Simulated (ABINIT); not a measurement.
**PbO: phonon calculation (part 4 of 4)**

The same run, continued: PbO (4 atoms in the cell); Kohn-Sham DFT of a periodic cell, LDA, JTH PAW LDA v2.0, no spin polarisation (ABINIT 10.8.3); cutoff 517.02 eV, 6×6×4 k-mesh, fixed occupations. The structure derives from an entry of the Crystallography Open Database.

Geometry of the input (Å; fractional positions):
```
3.9900  0.0000  0.0000
0.0000  3.9900  0.0000
0.0000  0.0000  5.0100
Pb 0.5000  0.0000  0.7600
Pb 0.0000  0.5000  0.2400
O  0.5000  0.5000  0.0000
O  0.0000  0.0000  0.0000
```

### Log, continued
```
   3    1   3    1         0.1215938836         0.0000000000
   3    1   3    2        -0.0406986041         0.0000000000
   3    1   3    3        -0.0404476397         0.0000000000
   3    1   3    4        -0.0404476397         0.0000000000

   1    2   1    1        -0.0114959169         0.0000000000
   1    2   1    2         0.0418993925         0.0000000000
   1    2   1    3        -0.0236422022         0.0000000000
   1    2   1    4        -0.0067612734         0.0000000000

   2    2   2    1        -0.0114959169         0.0000000000
   2    2   2    2         0.0418993925         0.0000000000
   2    2   2    3        -0.0067612734         0.0000000000
   2    2   2    4        -0.0236422022         0.0000000000

   3    2   3    1        -0.0406986041         0.0000000000
   3    2   3    2         0.1215938836         0.0000000000
   3    2   3    3        -0.0404476397         0.0000000000
   3    2   3    4        -0.0404476397         0.0000000000

   1    3   1    1        -0.0067613809         0.0000000000
   1    3   1    2        -0.0236422022         0.0000000000
   1    3   1    3         0.0614025804         0.0000000000
   1    3   1    4        -0.0309989974         0.0000000000

   2    3   2    1        -0.0236422022         0.0000000000
   2    3   2    2        -0.0067613809         0.0000000000
   2    3   2    3         0.0614025804         0.0000000000
   2    3   2    4        -0.0309989974         0.0000000000

   3    3   3    1        -0.0404518637         0.0000000000
   3    3   3    2        -0.0404518637         0.0000000000
   3    3   3    3         0.0736983682         0.0000000000
   3    3   3    4         0.0072053592         0.0000000000

   1    4   1    1        -0.0236422022         0.0000000000
   1    4   1    2        -0.0067613809         0.0000000000
   1    4   1    3        -0.0309989974         0.0000000000
   1    4   1    4         0.0614025804         0.0000000000

   2    4   2    1        -0.0067613809         0.0000000000
   2    4   2    2        -0.0236422022         0.0000000000
   2    4   2    3        -0.0309989974         0.0000000000
   2    4   2    4         0.0614025804         0.0000000000

   3    4   3    1        -0.0404518637         0.0000000000
   3    4   3    2        -0.0404518637         0.0000000000
   3    4   3    3         0.0072053592         0.0000000000
   3    4   3    4         0.0736983682         0.0000000000

  Dielectric tensor, in cartesian coordinates,
     j1       j2             matrix element
  dir pert dir pert     real part    imaginary part

   1    6   1    6         6.9203099753        -0.0000000000

   2    6   2    6         6.9203099753        -0.0000000000

   3    6   3    6         6.3015813624        -0.0000000000

  Effective charges, in cartesian coordinates,
  (from electric field response)
   if specified in the inputs, charge neutrality has been imposed
     j1       j2             matrix element
  dir pert dir pert     real part    imaginary part

   1    1   1    6         3.1005187634         0.0000000000
   1    2   1    6         3.1005113522         0.0000000000
   1    3   1    6        -3.1005272530         0.0000000000
   1    4   1    6        -3.1005028626         0.0000000000

   2    1   2    6         3.1005139833         0.0000000000
   2    2   2    6         3.1005161321         0.0000000000
   2    3   2    6        -3.1005213473         0.0000000000
   2    4   2    6        -3.1005087681         0.0000000000

   3    1   3    6         2.2503005081         0.0000000000
   3    2   3    6         2.2502997882         0.0000000000
   3    3   3    6        -2.2503084931         0.0000000000
   3    4   3    6        -2.2502918031         0.0000000000

  Effective charges, in cartesian coordinates,
  (from phonon response)
   if specified in the inputs, charge neutrality has been imposed
     j1       j2             matrix element
  dir pert dir pert     real part    imaginary part

   1    6   1    1         3.1005183080         0.0000000000

   2    6   2    1         3.1005135279         0.0000000000

   3    6   3    1         2.2502999383         0.0000000000

   1    6   1    2         3.1005108969         0.0000000000

   2    6   2    2         3.1005156767         0.0000000000

   3    6   3    2         2.2502992184         0.0000000000

   1    6   1    3        -3.1005267976         0.0000000000

   2    6   2    3        -3.1005208919         0.0000000000

   3    6   3    3        -2.2503079233         0.0000000000

   1    6   1    4        -3.1005024072         0.0000000000

   2    6   2    4        -3.1005083127         0.0000000000

   3    6   3    4        -2.2502912333         0.0000000000

  Warning: The rigid-atom proper piezoelectric tensor
  from  electric field response requires nsym=1

  Phonon wavevector (reduced coordinates) :  0.00000  0.00000  0.00000
 Phonon energies in Hartree :
  -2.312382E-08  0.000000E+00  0.000000E+00  3.644808E-04  3.644808E-04
   6.555024E-04  1.059698E-03  1.059698E-03  1.509927E-03  1.728631E-03
   1.782342E-03  1.782342E-03
 Phonon frequencies in cm-1    :
  -5.075092E-03  0.000000E+00  0.000000E+00  7.999429E+01  7.999429E+01
   1.438661E+02  2.325768E+02  2.325768E+02  3.313908E+02  3.793907E+02
   3.911789E+02  3.911789E+02

  Phonon at Gamma, with non-analyticity in the
  direction (cartesian coordinates)  1.00000  0.00000  0.00000
 Phonon energies in Hartree :
  -2.312380E-08  0.000000E+00  0.000000E+00  3.644808E-04  3.644808E-04
   6.555024E-04  1.059698E-03  1.509927E-03  1.728631E-03  1.782342E-03
   1.782342E-03  1.875822E-03
 Phonon frequencies in cm-1    :
  -5.075088E-03  0.000000E+00  0.000000E+00  7.999429E+01  7.999429E+01
   1.438661E+02  2.325768E+02  3.313908E+02  3.793907E+02  3.911789E+02
   3.911789E+02  4.116954E+02

  Phonon at Gamma, with non-analyticity in the
  direction (cartesian coordinates)  0.00000  1.00000  0.00000
 Phonon energies in Hartree :
  -2.312381E-08  0.000000E+00  0.000000E+00  3.644808E-04  3.644808E-04
   6.555024E-04  1.059698E-03  1.509927E-03  1.728631E-03  1.782342E-03
   1.782342E-03  1.875822E-03
 Phonon frequencies in cm-1    :
  -5.075089E-03  0.000000E+00  0.000000E+00  7.999429E+01  7.999429E+01
   1.438661E+02  2.325768E+02  3.313908E+02  3.793907E+02  3.911789E+02
   3.911789E+02  4.116954E+02

  Phonon at Gamma, with non-analyticity in the
  direction (cartesian coordinates)  0.00000  0.00000  1.00000
 Phonon energies in Hartree :
  -1.905187E-08  0.000000E+00  0.000000E+00  3.644808E-04  3.644808E-04
   6.555024E-04  1.059698E-03  1.059698E-03  1.509927E-03  1.782342E-03
   1.782342E-03  2.091426E-03
 Phonon frequencies in cm-1    :
  -4.181402E-03  0.000000E+00  0.000000E+00  7.999429E+01  7.999429E+01
   1.438661E+02  2.325768E+02  2.325768E+02  3.313908E+02  3.911789E+02
   3.911789E+02  4.590149E+02

== END DATASET(S) ==============================================================
================================================================================

 -outvars: echo values of variables after computation  --------
            acell      7.5400072424E+00  7.5400072424E+00  9.4675278908E+00 Bohr
           etotal1    -1.5509366667E+02
           etotal2    -1.7254256712E+01
           etotal3    -1.0001434120E+02
            fcart1    -0.0000000000E+00 -0.0000000000E+00  1.1238575668E-02
                      -0.0000000000E+00 -0.0000000000E+00 -1.1238575668E-02
                      -0.0000000000E+00 -0.0000000000E+00 -0.0000000000E+00
                      -0.0000000000E+00 -0.0000000000E+00 -0.0000000000E+00
            fcart3     0.0000000000E+00  0.0000000000E+00  0.0000000000E+00
                       0.0000000000E+00  0.0000000000E+00  0.0000000000E+00
                       0.0000000000E+00  0.0000000000E+00  0.0000000000E+00
                       0.0000000000E+00  0.0000000000E+00  0.0000000000E+00
           strten1     1.6401044081E-04  1.6401044081E-04  1.5513923433E-04
                       0.0000000000E+00  0.0000000000E+00  0.0000000000E+00
           strten3     0.0000000000E+00  0.0000000000E+00  0.0000000000E+00
                       0.0000000000E+00  0.0000000000E+00  0.0000000000E+00
           xangst      1.9950000000E+00  0.0000000000E+00  3.8076000000E+00
                       0.0000000000E+00  1.9950000000E+00  1.2024000000E+00
                       1.9950000000E+00  1.9950000000E+00  0.0000000000E+00
                       0.0000000000E+00  0.0000000000E+00  0.0000000000E+00
             xred      5.0000000000E-01  0.0000000000E+00  7.6000000000E-01
                       0.0000000000E+00  5.0000000000E-01  2.4000000000E-01
                       5.0000000000E-01  5.0000000000E-01  0.0000000000E+00
                       0.0000000000E+00  0.0000000000E+00  0.0000000000E+00
 Calculation completed.
```

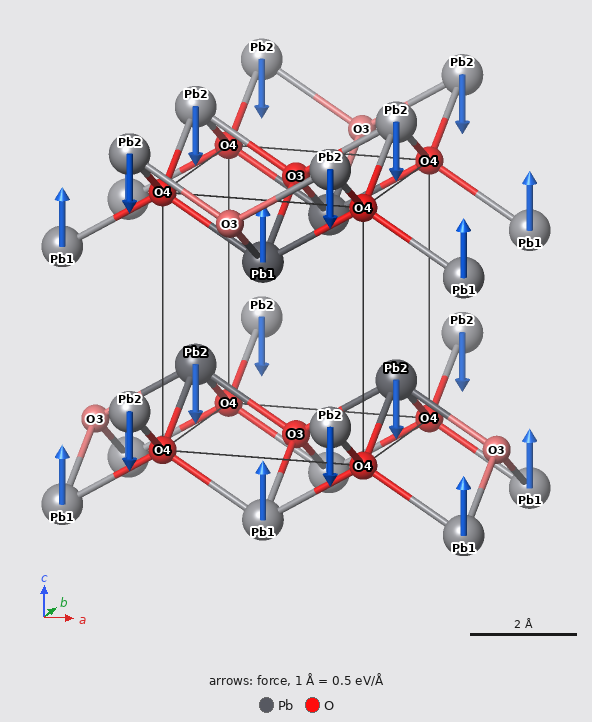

Forces on the atoms as blue arrows (ball-and-stick view of the cell of the calculation, seen slightly off an axis; neighbours outside the cell are drawn fainter; atoms are numbered from 1 in the order of the input). The largest act on Pb1, Pb2 (0.58 eV/Å). The geometry is not a stationary point of this energy.
